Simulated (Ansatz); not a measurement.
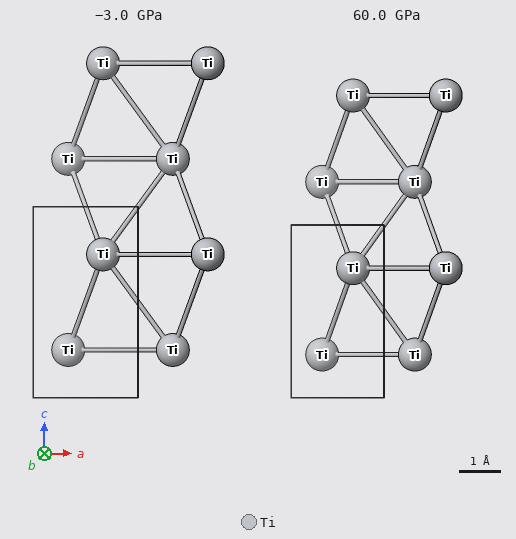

Crystalline Ti (set up in P6_3/mmc), relaxed (cell and atoms) at several target pressures. The picture shows the first and the last member. A ball-and-stick model of the cell of the calculation, repeated 2 × 1 × 2 with one cell outlined, seen along the b axis.

Computed with Ansatz 0.2.0: DFT PBE, scalar-relativistic, plane waves, PAW. Settings: plane-wave cutoff 420 eV; k-point mesh 18 × 18 × 10; occupations gaussian; smearing width 0.1 eV; no spin polarisation; cell and atoms relaxed; force threshold 0.008 eV/Å.

```
pressure (GPa)  volume (Å³/atom)  a (Å)  c (Å)
          −3.0            17.886  2.967  4.691
           0.0            17.388  2.938  4.651
           3.0            16.947  2.913  4.612
           8.0                 ?      ?      ?
          15.0            15.578  2.830  4.491
          30.0            14.353  2.751  4.379
          60.0            12.672  2.627  4.239
```

One row is withheld. What does the calculation give there?

Murnaghan's form V = V₀(1 + B′P/B₀)^(−1/B′), with V₀ = 17.388 Å³ from the row at zero pressure, fits the other rows with B₀ = 116 GPa and B′ = 2.92 (largest miss 0.024 Å³). At 8.0 GPa it gives 17.388 × (1 + 2.92 × 8.0/116)^(−1/2.92) = 16.329 Å³ per atom. The calculation gives 16.318 Å³/atom (a = 2.876 Å, c = 4.557 Å). The estimate is 0.011 Å³/atom too high. From the first member to the last: Ti–Ti 2.967 → 2.627 Å, Ti–Ti 2.905 → 2.607 Å.

The whole series:

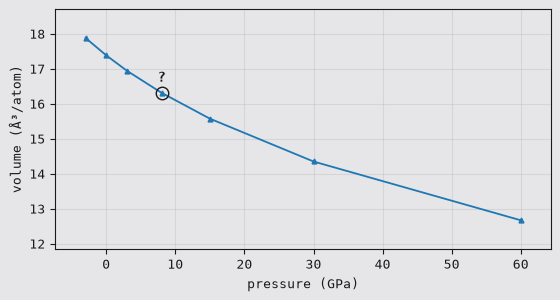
